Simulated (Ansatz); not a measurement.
**Cd₄Se₃: density, localisation and related maps**

The calculation's input:

```
crystal:
  lattice:
    - [5.6866517032, 0.0, 0.0]
    - [0.0, 5.6866517032, 0.0]
    - [0.0, 0.0, 5.6866517032]
  atoms:
    - { symbol: Cd, position: [0.5, 0.5, 0.5] }
    - { symbol: Cd, position: [0.5, 0.0, 0.0] }
    - { symbol: Cd, position: [0.0, 0.5, 0.0] }
    - { symbol: Cd, position: [0.0, 0.0, 0.5] }
    - { symbol: Se, position: [0.5, 0.5, 0.0] }
    - { symbol: Se, position: [0.0, 0.5, 0.5] }
    - { symbol: Se, position: [0.5, 0.0, 0.5] }
basis:
  ecutwfc: 420
kpoints:
  mp_grid: { grid: [6, 6, 6] }
hamiltonian:
  xc: pbe
scf:
  occupations: { method: gaussian, width: 0.1 }
output:
  forces: true
  stress: true
  eigenvalues: true
  write_density: true
  write_potential: true
  elf: true
  volumetric_format: npy
relax:
  adjacent_minimum: "off"
  f_tol: 0.01
  max_steps: 80
  cell: { stress_tol: 0.05 }
```

Command:

```sh
ansatz run input.yaml --threads 1 --pin off --max-ram 2560MiB --backend cpu --events-out ev --progress --plain --runs-dir out
```

Below, planes, directions and counts refer to the conventional cell (a = 5.72 Å, b = 5.72 Å, c = 5.72 Å, α = 90.00°, β = 90.00°, γ = 90.00°).

The fields are those of the run's last geometry, not of the input's.

Space group Pm-3m; a generated structure, not necessarily the stable one.

The calculation used DFT PBE, scalar-relativistic, plane waves, PAW in Ansatz 0.2.0.

The density is the valence pseudo-density of a PAW calculation; it isn't the true density close to the nuclei.

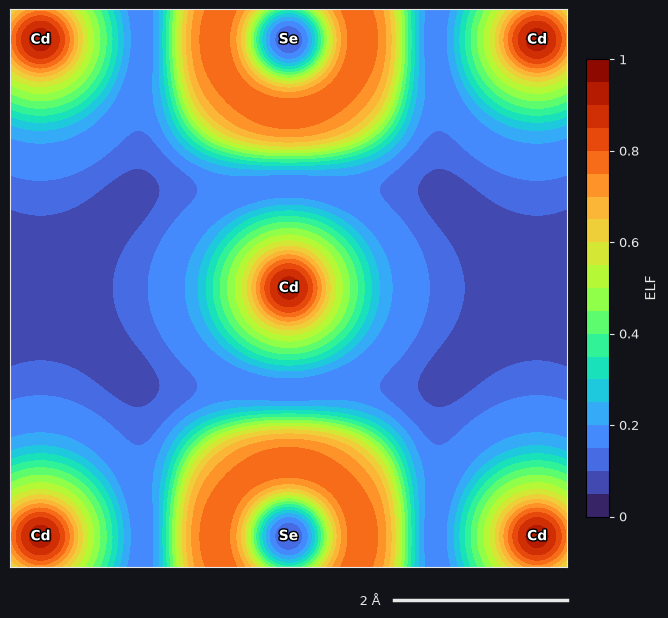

Figure 1. ELF on the (100) plane of the conventional cell.

What do the fields say about this system?

Answer.
- The section cuts through Cd and Se sites.
- Cd–Se (2.86 Å): the ELF is about 0.30 at the midpoint and 0.15 at its lowest between the atoms.
- The features right at Cd lie inside the PAW spheres, where the map follows smoothed inner orbitals and isn't to be read closely.

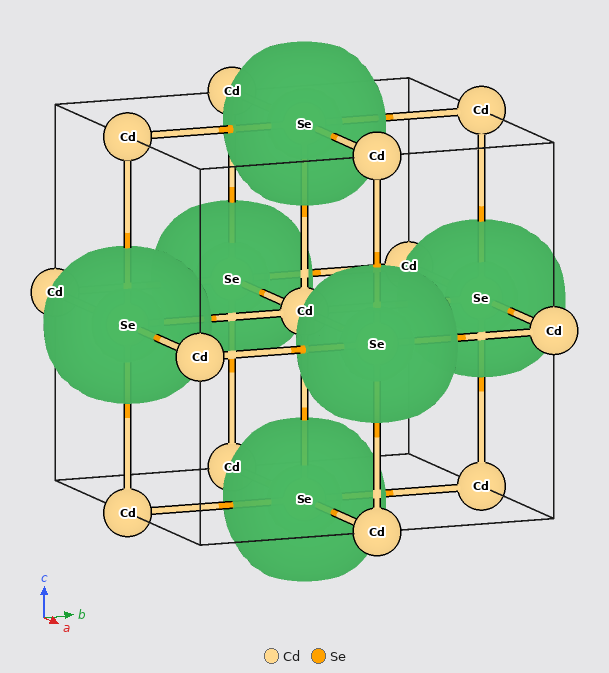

Figure 2. Isosurface of the electron localisation function at 0.65 (green), seen slightly off an axis. Only the valence region is drawn (cores and ρ < 0.01 e/Å³ removed). Sticks mark near contacts.

Identify the bonds, lone pairs and shells in this picture.

Answer. The surface consists of three regions wrapped around Se (the valence shell of each), counted in one cell of 7 atoms. Any copies at cell faces, edges or corners count once.

Does the calculation make it a metal, or give it a gap?

Answer. It is gapless in this calculation (a metal or semimetal).
